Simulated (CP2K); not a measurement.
System: CdO, space group Fm-3m (No. 225).

Starting cell:
```yaml
crystal:
  lattice:
    - [3.32269, 0.00000, 0.00000]
    - [1.66135, 2.87754, 0.00000]
    - [1.66135, 0.95918, 2.71297]
  atoms:
    - { symbol: Cd, position: [0.00000, 0.00000, 0.00000] }
    - { symbol: O, position: [0.50000, 0.50000, 0.50000] }
```

How it was computed, with CP2K 2026.2: DFT in Gaussian orbitals with a plane-wave density, no spin polarisation; energies at scaled volumes of the given cell, shape and fractions fixed, counted from the fit's minimum, third-order Birch-Murnaghan fit. Level: PBEsol.

k mesh 10×10×10; occupations Fermi–Dirac; smearing width 0.05 eV; potentials GTH PBE with UZH TZVP basis; density cutoff 8163 eV; program settings ngrids 5, basis sets Cd TZVP-MOLOPT-PBE-GTH-q12, basis sets O TZVP-MOLOPT-PBE-GTH-q6, cutoff ry 600 Ry, rel cutoff ry 60 Ry.

What does the calculation give for the energy and pressure against volume? The volume takes the values 12.19, 12.45, 12.71, 12.97, 13.23, 13.49, 13.75 Å³/atom.

A third-order Birch–Murnaghan fit gives V0 = 13.11 Å³/atom, B0 = 143 GPa and B′ = 4.2. The energy is 32.92 meV/atom at volume 12.19 Å³/atom and 12.59 meV/atom at 13.75 Å³/atom; the lowest computed point is at volume 13.23 Å³/atom (0.45 meV/atom). The pressure falls from 12.45 GPa at volume 12.19 Å³/atom to −6.06 GPa at 13.75 Å³/atom, and changes sign near 13.12 Å³/atom.

| volume (Å³/atom) | energy (meV/atom) | pressure (GPa) |
| --- | --- | --- |
| 12.19 | 32.92 | 12.45 |
| 12.45 | 16.47 | 8.40 |
| 12.71 | 5.83 | 4.80 |
| 12.97 | 0.69 | 1.60 |
| 13.23 | 0.45 | −1.25 |
| 13.49 | 4.58 | −3.79 |
| 13.75 | 12.59 | −6.06 |

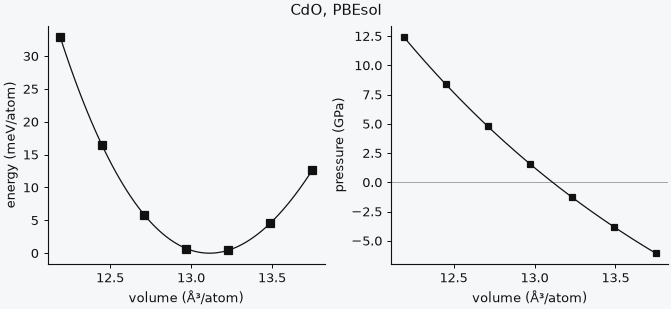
